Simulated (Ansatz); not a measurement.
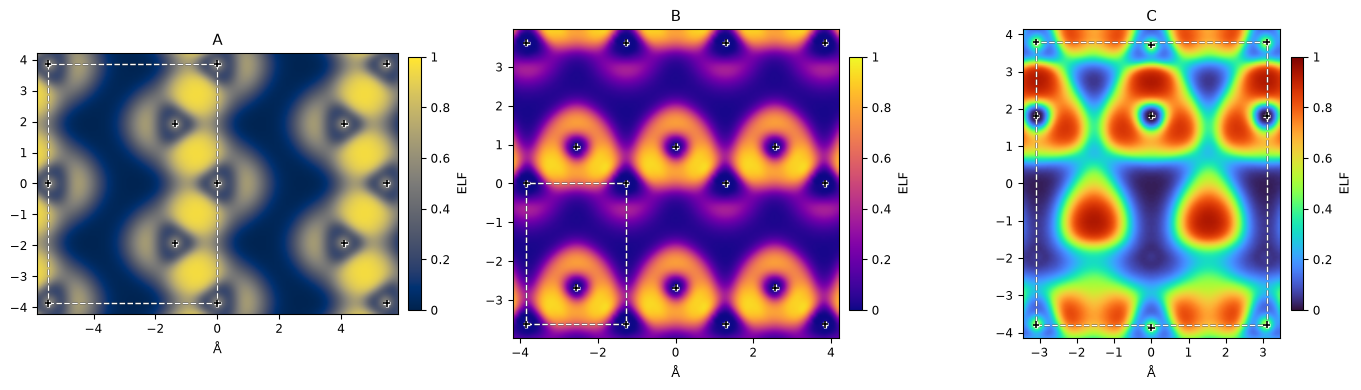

The electron localisation function of 3 systems, each on a plane through atoms (crosses mark nuclei in the plane).

These are results of DFT PBE, scalar-relativistic, plane waves, PAW (Ansatz 0.2.0), not measurements.

System 1: BN, the (010) plane of the conventional cell. Space group Imm2; a structure from a database of computed crystals, not necessarily the ambient phase; changed on purpose from its base cell (all B atoms moved +0.037 Å, as atom 1 along Cartesian [0 0 1]); not relaxed (largest force 0.9 eV/Å).

System 2: Si, the (011) plane of the conventional cell. Space group Fd-3m; changed on purpose from its base cell (all atoms moved at random, sigma 0.15 A a component; relaxed back).

```xyz
8
Lattice="5.4702 0.0000 0.0000 0.0000 5.4706 0.0000 0.0000 0.0000 5.4706" Properties=species:S:1:pos:R:3 pbc="T T T"
Si    2.7351    0.0000    0.0000
Si    0.0000    2.7353    0.0000
Si    0.0000    0.0000    2.7353
Si    2.7351    2.7353    2.7353
Si    4.1027    1.3676    1.3676
Si    1.3675    4.1030    1.3676
Si    1.3675    1.3676    4.1030
Si    4.1027    4.1029    4.1030
```

System 3: SiC, the (100) plane of the conventional cell. Space group R3m; changed on purpose from its base cell (atom 1 (Si) moved -0.080 A towards its neighbour atom 5 (C) at 1.896 A); not relaxed (largest force 1.8 eV/Å).

```yaml
crystal:
  lattice:
    - [0.00000, -4.37973, 4.37973]
    - [-4.37973, 0.00000, -4.37973]
    - [4.37973, -4.37973, -4.37973]
  atoms:
    - { symbol: Si, position: [0.00000, 0.00000, 0.01055] }
    - { symbol: Si, position: [0.66667, 0.33333, 0.34388] }
    - { symbol: Si, position: [0.33333, 0.66667, 0.67721] }
    - { symbol: Si, position: [0.50000, 0.50000, 0.00000] }
    - { symbol: Si, position: [0.16667, 0.83333, 0.33333] }
    - { symbol: Si, position: [0.83333, 0.16667, 0.66667] }
    - { symbol: Si, position: [0.00000, 0.50000, 0.00000] }
    - { symbol: Si, position: [0.66667, 0.83333, 0.33333] }
    - { symbol: Si, position: [0.33333, 0.16667, 0.66667] }
    - { symbol: Si, position: [0.50000, 0.00000, 0.00000] }
    - { symbol: Si, position: [0.16667, 0.33333, 0.33333] }
    - { symbol: Si, position: [0.83333, 0.66667, 0.66667] }
    - { symbol: C, position: [0.66667, 0.33333, 0.08333] }
    - { symbol: C, position: [0.33333, 0.66667, 0.41667] }
    - { symbol: C, position: [0.00000, 0.00000, 0.75000] }
    - { symbol: C, position: [0.16667, 0.83333, 0.08333] }
    - { symbol: C, position: [0.83333, 0.16667, 0.41667] }
    - { symbol: C, position: [0.50000, 0.50000, 0.75000] }
    - { symbol: C, position: [0.66667, 0.83333, 0.08333] }
    - { symbol: C, position: [0.33333, 0.16667, 0.41667] }
    - { symbol: C, position: [0.00000, 0.50000, 0.75000] }
    - { symbol: C, position: [0.16667, 0.33333, 0.08333] }
    - { symbol: C, position: [0.83333, 0.66667, 0.41667] }
    - { symbol: C, position: [0.50000, 0.00000, 0.75000] }
```

Which map belongs to which system?

Answer. Panel A is system 2, Si: the plane holds Si. Si–Si (2.37 Å): the ELF peaks at about 0.95 between the atoms (a covalent bond). Panel B is system 1, BN: the plane holds B and N. B–N (1.59 Å): the ELF peaks at about 0.90 between the atoms, as expected for a polar covalent bond. Panel C is system 3, SiC: the plane holds Si and C. Si–C (1.90 Å): the ELF peaks at about 0.95 between the atoms; localised, covalent bonding.
